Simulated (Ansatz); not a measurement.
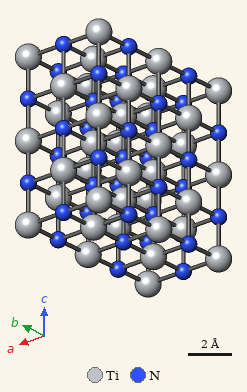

Solid TiN (a generated structure, set up in Fm-3m) (coarse preliminary run), before the relaxation. The picture is a ball-and-stick view of the conventional cell (4 times the calculation's cell), repeated 1 × 2 × 2 with one cell outlined, seen from a free direction. Lengths and directions refer to the drawn axes.

Case: Hf → Ti on all its sites, cell and atoms relaxed.

Method: DFT r2SCAN, scalar-relativistic, plane waves, PAW in Ansatz.

Input file:
```yaml
crystal:
  lattice:
    - [0.0, 2.1705303962, 2.1705303962]
    - [2.1705303962, 0.0, 2.1705303962]
    - [2.1705303962, 2.1705303962, 0.0]
  atoms:
    - { symbol: Ti, position: [0.0, 0.0, 0.0] }
    - { symbol: "N", position: [0.5, 0.5, 0.5] }
basis:
  ecutwfc: 500
kpoints:
  mp_grid: { grid: [8, 8, 8] }
hamiltonian:
  xc: r2scan
scf:
  occupations: { method: gaussian, width: 0.1 }
output:
  forces: true
  stress: true
  eigenvalues: true
relax:
  adjacent_minimum: "off"
  f_tol: 0.05
  max_steps: 60
  cell: { stress_tol: 0.5 }
```

Launched with:
```bash
ansatz run input.yaml --threads 1 --pin off --max-ram 2560MiB --backend cpu --events-out ev --progress --plain --runs-dir out
```

**Where does the relaxation end?**

After 2 accepted moves (3 points after the start) the energy has fallen by 46.8 meV per atom. All forces vanish by symmetry, so only the cell relaxes. The pressure goes from −18.95 to 0.24 GPa. The SCF was repeated once at an unchanged geometry on a basis and grid sized afresh for the cell, which shifted the energy by 0.5 meV per atom at most. The atoms keep their places relative to the cell (all moves are under 0.005 Å). Cell: a = b = c 4.341 → 4.232 Å (−2.5 %). Volume −7.3 %. Near-neighbour distances that change, for instance: Ti1–Ti1 3.070 → 2.993 Å, Ti1–N2 2.171 → 2.116 Å. The space group stays Fm-3m (No. 225).

The end point in the same view:

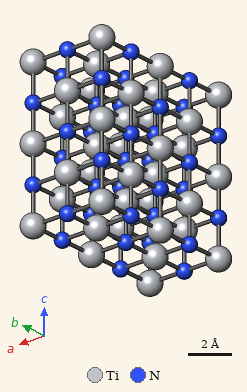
